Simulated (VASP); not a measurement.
System: NaCl, space group Fm-3m, 2 atoms in the cell, rocksalt type.

```
Na Cl
1.0
     0.00000    2.80270    2.80270
     2.80270    0.00000    2.80270
     2.80270    2.80270    0.00000
Na Cl
1 1
Direct
  0.00000 0.00000 0.00000
  0.50000 0.50000 0.50000
```

VASP 6.6.1; DFT, PBE, plane waves, PAW, 8×8×8 k mesh, 520 eV cutoff, Fermi-Dirac smearing of 0.02 eV.

Predict the main features of the density of states.

There is a gap; over the k points computed it is 5.18 eV (direct among those points). The upper group of valence states starts about 2.0 eV under the valence-band top, with a gap beneath it; it holds about 6 electrons a cell. Within the window shown, the tallest peak of the filled states lies 0.4 eV under the valence-band top, at about 5.8 states per eV and cell.

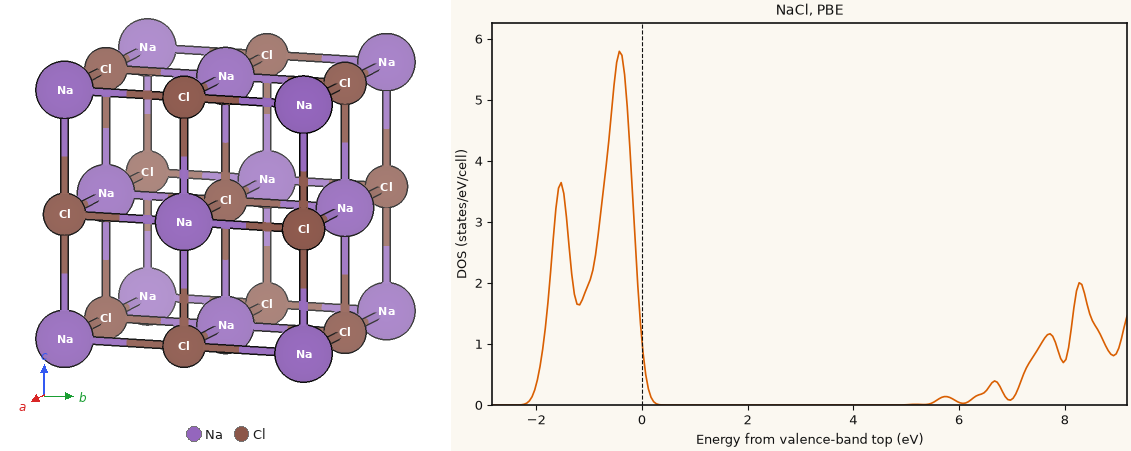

Density of states, beside the structure. Energies are counted from the top of the valence band. The curve is built from the levels of the k mesh with Gaussians 0.3 eV wide, which also blur the band edges.
